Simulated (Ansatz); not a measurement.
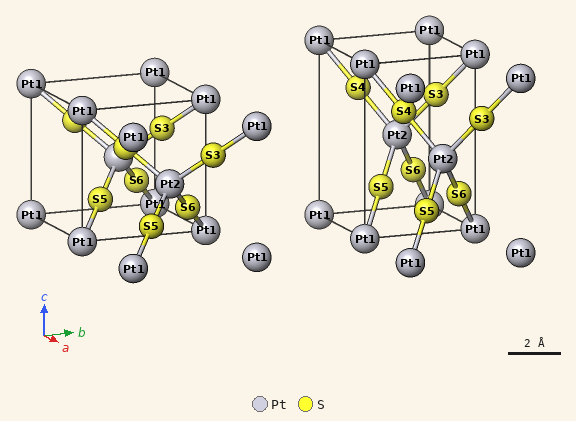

Two geometries of crystalline PtS2 (a generated structure, set up in P4_2/nnm) (coarse preliminary run), drawn at one scale. One is the start of a relaxation, the other its converged end. The picture is a ball-and-stick view of the cell of the calculation, repeated 2 × 1 × 1 with one cell outlined, seen slightly off an axis.

These are results of Ansatz 0.2.0, DFT PBE, scalar-relativistic, plane waves, PAW, not measurements. (plane-wave cutoff 420 eV; k-point mesh 4 × 4 × 4; occupations gaussian; smearing width 0.1 eV; no spin polarisation; cell and atoms relaxed; force threshold 0.04 eV/Å; at most 70 steps)

> Which one is relaxed?

The left one is the relaxed one. The atoms keep their places relative to the cell (all moves are under 0.005 Å). The volume changes by −5.8 %, with a = b 4.640 → 5.194 Å (+12.0 %), c 6.943 → 5.219 Å (−24.8 %). Some distances before and after: Pt1–S3 2.388 → 2.253 Å. Bond angles that change, for instance: S3–Pt1–S4 86.8° → 109.2°, S3–Pt1–S5 121.9° → 109.6°. The space group stays P4_2/nnm (No. 134). Over 6 accepted moves (8 points after the start) the energy falls by 1.417 eV per cell of the calculation. All forces vanish by symmetry, so only the cell relaxes. Pressure: −7.75 GPa at the start and −0.02 GPa at the end. At 2 points the geometry stayed and the basis and grid were re-selected for the new cell (energy shift of 9.9 meV per cell of the calculation at most each time). The run took 44 s on 1 thread of Arm Neoverse V2 (shared host), peak memory 0.4 GiB.
